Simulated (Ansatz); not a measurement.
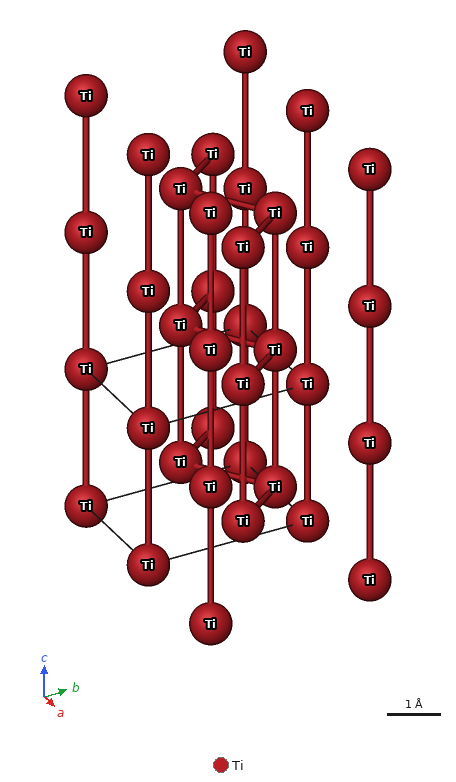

*The structure as given in the input (ball-and-stick view of the cell of the calculation, repeated 2 × 1 × 3, seen slightly off an axis).*

# Ti: geometry relaxation

- system: Ti (P6/mmm, 3 atoms in the cell)
- method: DFT r2SCAN, scalar-relativistic, plane waves, PAW, no spin polarisation (Ansatz 0.2.0)

The structure derives from an entry of the Crystallography Open Database. It belongs to a series of runs on one base structure; here: volume × 0.88, shape and atoms relaxed.

What the program printed:
```
Engine: ansatz 0.2.0, x86_64-unknown-linux-gnu
Pseudopotentials: kind: paw
Pseudopotential: Ti, paw, valence charge 12, recommended cutoff 500 eV (meta_gga), Ti.paw.azcp
Functional definition: r2SCAN
  parameter k0 = 0.174
  parameter k1 = 0.065
  parameter a1 = 4.9479
  exchange = r2scan_x(k0 = k0, k1 = k1, a1 = a1)
  correlation = r2scan_c
Crystal: 3 atoms, lattice volume = 44.921 Å³
Basis set: ecut = 500 eV, 1131 PW (Γ), exchange–correlation on 128×128×80 points (64 copies of the dense FFT grid, shifted against one another)
Bands: 22, of which v1, the nominal top of the filled ones, is band 18 counted from 1 (17 counted from 0)
Symmetry: 24 space group operations
Space group: P6/mmm (ITA 191), of the structure as read, at distance tolerance 3.6e-5 Å
k-points: 152 of 2016
Non-local potential: Ti, projectors of the file, l = 0: 3, l = 1: 2, l = 2: 3, l = 3: 1
PAW form: soft (Blöchl's): semilocal exchange-correlation on the pseudo side does not see the compensation charge
PAW frozen core: Ti, regenerated for the run's functional (the file was generated under x = pbe(κ = 0.804, μ = 0.2195149727645171), c = pbe(β = 0.06672455060314922))
PAW one-centre angular grid: Ti, 590 points (default); XC on 160 Gauss nodes
Initial density: superposition of atomic densities (neutral atoms: chi_scale 0, normalization atom), corrected by the library's trained network
Initial wavefunctions: pseudopotential atomic-orbital guess
Functional: x = r2scan, c = r2scan; τ floored in thin density (d = 2e-4 eV/Å³)
SCF iter   1: F=—  HF=-7512.718540 eV  |F-HF|=—  |Δ(HF+E_count)|=         —  Δρ=1.80e-2  dr2=1.28e-1  dr2_τ=4.36e-2  ethr=1.77e-3  ⟨swp⟩=4.1  Hψ=11627  notcnv=0
preconditioner: auto → none  [metal: Δε(μ)=0.029 eV  Ē_g=3.027 eV  σ=0.100 eV  W_gap=0.16  n_scr=8 (ndim 8)  ℏωp=19.2 eV  f_vac=0.000  D(μ)=2.13/eV (n_scr^D=26)  sad-step TF]
SCF iter   2: F=—  HF=-7512.838938 eV  |F-HF|=—  |Δ(HF+E_count)|=   1.20e-1  Δρ=7.56e-3  dr2=2.66e-2  dr2_τ=1.17e-3  ethr=3.56e-4  ⟨swp⟩=2.0  Hψ=7152  notcnv=0
SCF iter   3: F=—  HF=-7512.857835 eV  |F-HF|=—  |Δ(HF+E_count)|=   1.89e-2  Δρ=1.61e-2  dr2=2.42e-1  dr2_τ=6.63e-3  ethr=7.38e-5  ⟨swp⟩=2.7  Hψ=6380  notcnv=0  recentre
SCF iter   4: F=—  HF=-7512.838705 eV  |F-HF|=—  |Δ(HF+E_count)|=   1.91e-2  Δρ=4.60e-3  dr2=1.68e-2  dr2_τ=7.41e-4  ethr=7.38e-5  ⟨swp⟩=2.0  Hψ=4864  notcnv=0
SCF iter   5: F=—  HF=-7512.838550 eV  |F-HF|=—  |Δ(HF+E_count)|=   1.55e-4  Δρ=7.17e-4  dr2=1.05e-4  dr2_τ=1.43e-5  ethr=4.66e-5  ⟨swp⟩=2.0  Hψ=4102  notcnv=0
SCF iter   6: F=—  HF=-7512.838696 eV  |F-HF|=—  |Δ(HF+E_count)|=   1.46e-4  Δρ=2.31e-4  dr2=3.06e-5  dr2_τ=3.22e-6  ethr=2.93e-7  ⟨swp⟩=2.0  Hψ=5645  notcnv=0
SCF iter   7: F=—  HF=-7512.838691 eV  |F-HF|=—  |Δ(HF+E_count)|=   5.15e-6  Δρ=7.41e-5  dr2=2.68e-6  dr2_τ=1.70e-7  ethr=8.49e-8  ⟨swp⟩=2.0  Hψ=4117  notcnv=0
SCF iter   8: F=—  HF=-7512.838691 eV  |F-HF|=—  |Δ(HF+E_count)|=   3.27e-7  Δρ=1.97e-5  dr2=2.11e-7  dr2_τ=4.32e-9  ethr=7.44e-9  ⟨swp⟩=2.0  Hψ=4084  notcnv=0
SCF iter   9: F=-7512.838691 eV  HF=-7512.838691 eV  |F-HF|=6.67e-9  |Δ(HF+E_count)|=   1.19e-8  Δρ=8.56e-6  dr2=3.38e-8  dr2_τ=9.96e-10  ethr=2.78e-10  ⟨swp⟩=3.0  Hψ=9502  notcnv=0
SCF 1 converged in 9 iterations: F = -7512.838691 eV  dr2 = 3.38e-8
  greatest PAW one-centre occupation: 1.001 electrons in one spin orbital (limit 2), on the Ti atom at site 2 (counted from 0), in its partial waves of l = 1
relax step   1: F+E_penalty+E_count = -7512.83869090 eV  Δ(F+E_penalty+E_count) = +0.000e0 eV  max|allowed force component| = 7.401e-17 eV/Å  Δτ_max = 0.0000 Å  P = +18.800 GPa  Ω = 44.921 Å³  fix = [volume]  reactions: volume +18.800 GPa  (9 SCF iters, dr2 threshold 1.00e-7 eV, accepted)
Initial density: handed on by an earlier stage of this run
Initial wavefunctions: those handed on with the density
iter 1 solved again at ethr=1.14e-7 eV; its pass at ethr=3.10e-3 eV (dr2=4.10e-5 eV) is discarded
SCF iter   1: F=—  HF=-7512.838681 eV  |F-HF|=—  |Δ(HF+E_count)|=         —  Δρ=2.47e-4  dr2=4.26e-5  dr2_τ=7.21e-5  ethr=1.14e-7  ⟨swp⟩=2.0  Hψ=19616  notcnv=0
preconditioner: auto → none  [metal: Δε(μ)=0.028 eV  Ē_g=2.961 eV  σ=0.100 eV  W_gap=0.15  n_scr=8 (ndim 8)  ℏωp=19.2 eV  f_vac=0.000  D(μ)=2.37/eV (n_scr^D=26)]
SCF iter   2: F=—  HF=-7512.838824 eV  |F-HF|=—  |Δ(HF+E_count)|=   1.43e-4  Δρ=8.84e-4  dr2=7.25e-4  dr2_τ=2.15e-5  ethr=1.14e-7  ⟨swp⟩=2.1  Hψ=5625  notcnv=0  recentre
SCF iter   3: F=—  HF=-7512.838767 eV  |F-HF|=—  |Δ(HF+E_count)|=   5.72e-5  Δρ=9.47e-5  dr2=6.61e-6  dr2_τ=3.83e-7  ethr=1.14e-7  ⟨swp⟩=2.1  Hψ=4566  notcnv=0
SCF iter   4: F=—  HF=-7512.838767 eV  |F-HF|=—  |Δ(HF+E_count)|=   2.83e-7  Δρ=3.54e-5  dr2=3.00e-7  dr2_τ=2.67e-8  ethr=1.84e-8  ⟨swp⟩=1.9  Hψ=3711  notcnv=0
SCF iter   5: F=-7512.838767 eV  HF=-7512.838767 eV  |F-HF|=1.37e-8  |Δ(HF+E_count)|=   1.80e-7  Δρ=8.60e-6  dr2=1.24e-8  dr2_τ=2.43e-9  ethr=6.08e-10  ⟨swp⟩=4.1  Hψ=10673  notcnv=0
SCF 2 converged in 5 iterations: F = -7512.838767 eV  dr2 = 1.24e-8
relax step   2: F+E_penalty+E_count = -7512.83876695 eV  Δ(F+E_penalty+E_count) = -7.605e-5 eV  max|allowed force component| = 2.961e-16 eV/Å  Δτ_max = 0.0000 Å  P = +18.780 GPa  Ω = 44.921 Å³  energy of the carried Pulay correction = +1.483e-6 eV  fix = [volume]  reactions: volume +18.780 GPa  (5 SCF iters, dr2 threshold 2.19e-7 eV, accepted)
Initial wavefunctions: pseudopotential atomic-orbital guess (no wavefunctions were taken with the density)
iter 1 solved again at ethr=1.29e-8 eV; its pass at ethr=3.10e-3 eV (dr2=4.65e-6 eV) is discarded
SCF iter   1: F=—  HF=-7512.838767 eV  |F-HF|=—  |Δ(HF+E_count)|=         —  Δρ=1.00e-5  dr2=1.38e-8  dr2_τ=1.35e-8  ethr=1.29e-8  ⟨swp⟩=3.0  Hψ=20631  notcnv=0
preconditioner: auto → none  [metal: Δε(μ)=0.029 eV  Ē_g=2.961 eV  σ=0.100 eV  W_gap=0.16  n_scr=8 (ndim 8)  ℏωp=19.2 eV  f_vac=0.000  D(μ)=2.37/eV (n_scr^D=26)]
SCF iter   2: F=—  HF=-7512.838765 eV  |F-HF|=—  |Δ(HF+E_count)|=   2.58e-6  Δρ=5.06e-6  dr2=3.16e-9  dr2_τ=1.15e-9  ethr=3.85e-11  ⟨swp⟩=2.7  Hψ=5869  notcnv=0
SCF iter   3: F=—  HF=-7512.838765 eV  |F-HF|=—  |Δ(HF+E_count)|=   7.02e-9  Δρ=3.84e-6  dr2=1.31e-8  dr2_τ=3.75e-10  ethr=8.79e-12  ⟨swp⟩=2.1  Hψ=5609  notcnv=0  recentre
SCF iter   4: F=—  HF=-7512.838765 eV  |F-HF|=—  |Δ(HF+E_count)|=  9.45e-10  Δρ=1.58e-6  dr2=1.88e-9  dr2_τ=6.89e-11  ethr=8.79e-12  ⟨swp⟩=2.0  Hψ=4305  notcnv=0
SCF iter   5: F=-7512.838765 eV  HF=-7512.838765 eV  |F-HF|=4.55e-12  |Δ(HF+E_count)|=  1.36e-11  Δρ=1.88e-7  dr2=6.17e-12  dr2_τ=5.62e-13  ethr=1.00e-12  ⟨swp⟩=3.0  Hψ=11000  notcnv=0
SCF 3 converged in 5 iterations: F = -7512.838765 eV  dr2 = 6.17e-12
relax step   3: F+E_penalty+E_count = -7512.83876466 eV  Δ(F+E_penalty+E_count) = +2.288e-6 eV  max|allowed force component| = 2.961e-16 eV/Å  Δτ_max = 0.0000 Å  P = +18.780 GPa  Ω = 44.921 Å³  fix = [volume]  reactions: volume +18.780 GPa  stress off target by 2.61e-2 GPa on what of the cell is left free  SCF on the basis re-selected at this cell (its energy is not comparable with the rows above)  (5 SCF iters)
```

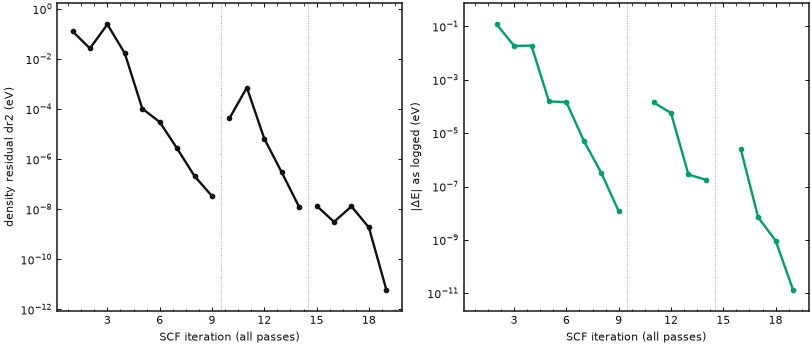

*Convergence of the self-consistent field: density residual dr2 and size of the energy change against the SCF iteration. The dotted lines part the SCF passes of the relaxation: geometry steps, rejected trials and re-solves on a re-selected basis.*

The passes take 9, 5 and 5 iterations.

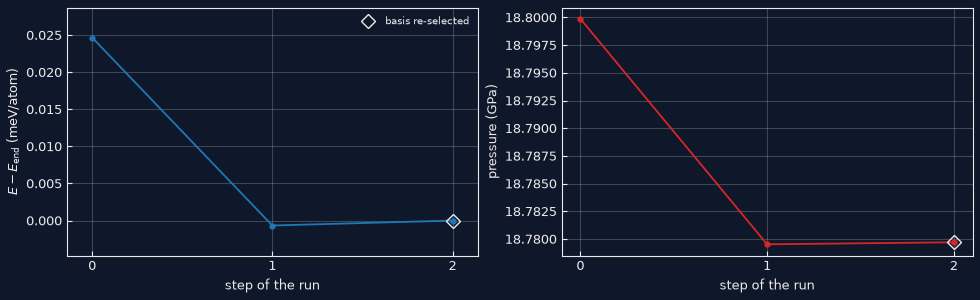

*Progress of the relaxation, step by step (the first geometry is step 0 here and step 1 in the log).*

After 1 geometry step the energy has fallen by next to nothing (0.0 meV per atom). All forces vanish by symmetry, so only the cell relaxes. The pressure goes from 18.80 to 18.78 GPa. The atoms keep their places relative to the cell (all moves are under 0.005 Å). The space group stays P6/mmm (No. 191). A last SCF at the same geometry on a re-selected plane-wave basis shifts the energy by +0.0 meV per atom. (Atoms are counted from 1 in the order of the input.)

```
basis re-selected at this cell: Δ(F+E_penalty+E_count) = +2.288e-6 eV, ΔP = +0.000 GPa vs the last step (what re-selecting the basis moved, of the pressure what is left beyond the Pulay correction that the steps carried, after the strain that the cell walked since its last selection, with what the two solves' SCF thresholds leave and, on support functions, any second-order correction that the steps lacked; it is no measure of the basis error at this ecutwfc). This SCF's stress stands 2.61e-2 GPa from its target on what of the cell is left free (relax.cell.stress_tol is 1.00e-1 GPa) and its largest allowed force component is 2.96e-16 eV/Å (relax.f_tol is 1.00e-2 eV/Å): within both
SCF converged after 5 iterations
Free energy (F): -7512.838765 eV
Harris-Foulkes:  -7512.838765 eV  (|F-HF|=4.55e-12)
Internal energy: -7512.826899 eV  (E = F + TS)
E sigma→0 (E₀):  -7512.832832 eV
Entropy (-TS):   -0.011866 eV (-3.955 meV/atom)
Fermi energy:    15.809819 eV
--- Per-component energies (eV) ---
  E_band       = -419.170768
  E_kinetic    = 830.077971
  E_local      = -2193.571794  (includes V_loc(G=0)·N_el)
  E_nonlocal   = 23.592884
  E_hartree    = 920.680163
  E_xc         = -282.389161
  E_vxc        = -403.908223  (∫ρ·V_xc dr)
  E_paw        = -3172.653729  (= ΣΔE_a)
  E_vpaw       = -544.459429  (= ΣTr[D̂ρ^β])
  E_aug_tail   = 0.000266  (compensation charges beyond the density's cutoff)
  E_vtau       = 27.737238  (kinetic-family band-sum trace: ∫τ·v_τ [+ j·A + Jᵃ·Aᵃ] dr)
  E_ewald      = -3637.803128
  E_core_change = -0.760371  (= ΣΔE_core)
  E_smearing   = -0.011866  (= −TS)
  E_closure    = -0.000000  (closes the sum)
  Σ components = -7512.838765   (vs F -7512.838765, Δ=0.00e0)
--- Forces (eV/Å), atoms counted from 1 ---
  atom   1  Ti    -0.00000000    -0.00000000     0.00000000
  atom   2  Ti    -0.00000000     0.00000000     0.00000000
  atom   3  Ti    -0.00000000    -0.00000000    -0.00000000
  max |Σ_I F_I| component: 2.59e-16 eV/Å
--- Stress (GPa, compression-positive) ---
       18.792755      -0.000000      -0.000000
        0.000000      18.792755      -0.000000
       -0.000000      -0.000000      18.753600
  P = ⅓ Tr σ = 18.7797 GPa (187.797 kbar)
--- Band table (eV; the first three rows and the last of 152) ---
  k-point 0: bands = ["-43.2297", "-42.9646", "-42.7216", "-18.5703", "-18.5703", "-18.5402", "-18.5402", "-18.0457", "-17.7698", "-17.6640", "-17.6445", "-17.6445", "9.0138", "13.3443", "14.9842", "14.9842", "15.0208", "15.0208", "15.8993", "16.7390", "17.4043", "17.4043"]
  k-point 1: bands = ["-43.2230", "-42.9622", "-42.7174", "-18.5653", "-18.5653", "-18.5314", "-18.5314", "-18.0772", "-17.8089", "-17.6954", "-17.6463", "-17.6463", "9.1507", "13.4552", "14.9034", "14.9034", "14.9105", "14.9105", "16.0800", "16.8569", "17.3516", "17.3516"]
  k-point 2: bands = ["-43.2041", "-42.9559", "-42.7057", "-18.5513", "-18.5513", "-18.5064", "-18.5064", "-18.1643", "-17.9181", "-17.7827", "-17.6515", "-17.6515", "9.5485", "13.7551", "14.5900", "14.5900", "14.7097", "14.7097", "16.6066", "17.2071", "17.2897", "17.2897"]
  k-point 151: bands = ["-43.0809", "-42.7840", "-42.7840", "-18.9009", "-18.6010", "-18.6010", "-18.2977", "-18.1695", "-18.1695", "-18.0864", "-18.0864", "-17.5709", "12.5114", "14.1023", "14.1023", "14.3842", "14.3842", "14.5218", "16.5559", "16.5559", "16.7582", "16.7582"]
--- Relaxed structure (2 steps of the walk, 2 accepted, 1 SCFs on fresh bases) ---
  F+E_penalty+E_count = -7512.83876466 eV   max|allowed force component| = 2.961e-16 eV/Å   (the final SCF, on the basis selected at the relaxed cell)
  cell:  # Å, volume = 44.9211 Å³
    - [4.366605955300434, 0.0, 0.0]
    - [-2.183302977650217, 3.781591685606593, 0.0]
    - [0.0, 0.0, 2.720396499614421]
  atoms:
    - { symbol: Ti, position: [-2.884167749653522e-36, 3.5344092675029086e-37, 0.0] }
    - { symbol: Ti, position: [0.3333333333333333, 0.6666666666666666, 0.5] }
    - { symbol: Ti, position: [0.6666666666666665, 0.3333333333333333, 0.5] }
```

Trajectory as extended XYZ (Å, eV, eV/Å), 3 frames, from step=1 to step=3:
```
3
Lattice="4.3695 0.0000 0.0000 -2.1847 3.7841 0.0000 0.0000 0.0000 2.7168" Properties=species:S:1:pos:R:3:forces:R:3 step=1 energy=-7512.83869 pressure_GPa=18.80
Ti    0.0000    0.0000    0.0000    0.0000   0.0000   0.0000
Ti    0.0000    2.5227    1.3584    0.0000   0.0000   0.0000
Ti    2.1847    1.2614    1.3584    0.0000   0.0000   0.0000
3
Lattice="4.3666 0.0000 0.0000 -2.1833 3.7816 0.0000 0.0000 0.0000 2.7204" Properties=species:S:1:pos:R:3:forces:R:3 step=2 energy=-7512.83877 pressure_GPa=18.78
Ti    0.0000    0.0000    0.0000    0.0000   0.0000   0.0000
Ti    0.0000    2.5211    1.3602    0.0000   0.0000   0.0000
Ti    2.1833    1.2605    1.3602    0.0000   0.0000   0.0000
3
Lattice="4.3666 0.0000 0.0000 -2.1833 3.7816 0.0000 0.0000 0.0000 2.7204" Properties=species:S:1:pos:R:3:forces:R:3 step=3 energy=-7512.83877 pressure_GPa=18.78
Ti    0.0000    0.0000    0.0000    0.0000   0.0000   0.0000
Ti    0.0000    2.5211    1.3602    0.0000   0.0000   0.0000
Ti    2.1833    1.2605    1.3602    0.0000   0.0000   0.0000
```

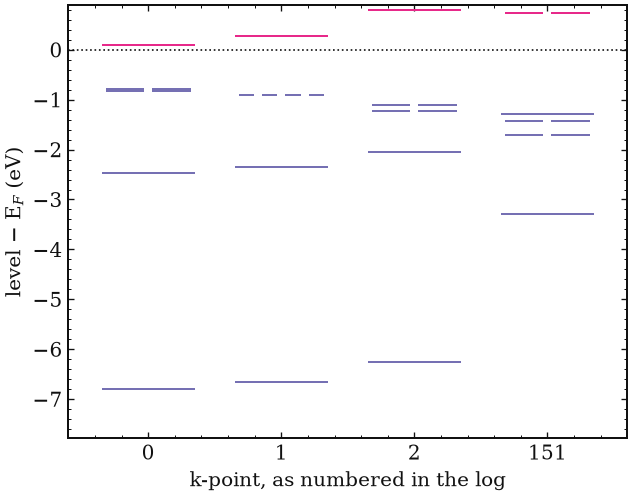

*Kohn–Sham levels near the Fermi level (dotted) at the few k-points that the log prints; levels within 0.02 eV of each other stand side by side.*

The system is metallic on the full mesh.

This output came from the following input.

The input:
```yaml
crystal:
  lattice:
    - [4.3694877342, 0.0, 0.0]
    - [-2.1847438671, 3.7840873794, 0.0]
    - [0.0, 0.0, 2.7168093532]
  atoms:
    - { symbol: Ti, position: [0.0, 0.0, 0.0] }
    - { symbol: Ti, position: [0.3333333333, 0.6666666667, 0.5] }
    - { symbol: Ti, position: [0.6666666667, 0.3333333333, 0.5] }
basis:
  ecutwfc: 500
kpoints:
  mp_grid: { grid: [12, 12, 14] }
hamiltonian:
  xc: r2scan
scf:
  occupations: { method: gaussian, width: 0.1 }
output:
  forces: true
  stress: true
  eigenvalues: true
relax:
  adjacent_minimum: "off"
  f_tol: 0.01
  max_steps: 30
  cell: { stress_tol: 0.1, fix: [volume] }
```

Command:
```bash
ansatz run input.yaml --threads 1 --pin off --max-ram 2560MiB --backend cpu --events-out ev --progress --plain --runs-dir out
```

Results in brief:

| quantity | value |
| --- | --- |
| outcome | converged |
| space group (tolerance 0.01 Å) | P6/mmm (191) |
| electrons treated | 36 |
| free energy | −7512.8388 eV |
| Fermi energy | 15.810 eV |
| gap on the k-point mesh | none (metallic) |
| pressure | 18.78 GPa |
| final volume | 44.92 Å³ |
| largest force (length of the vector) at the end | under 0.001 eV/Å |
| final cell | a = 4.367 Å, b = 4.367 Å, c = 2.720 Å, α = 90.00°, β = 90.00°, γ = 120.00° |
| hardware | 1 thread of Intel Xeon @ 2.50GHz (Skylake/Cascade Lake), 192 GiB of memory available, shared host |
| wall time | 85 s |
| peak memory | 0.6 GiB |

Remarks:

The cell is under a pressure of 18.8 GPa at this level, so it is not at its equilibrium volume.
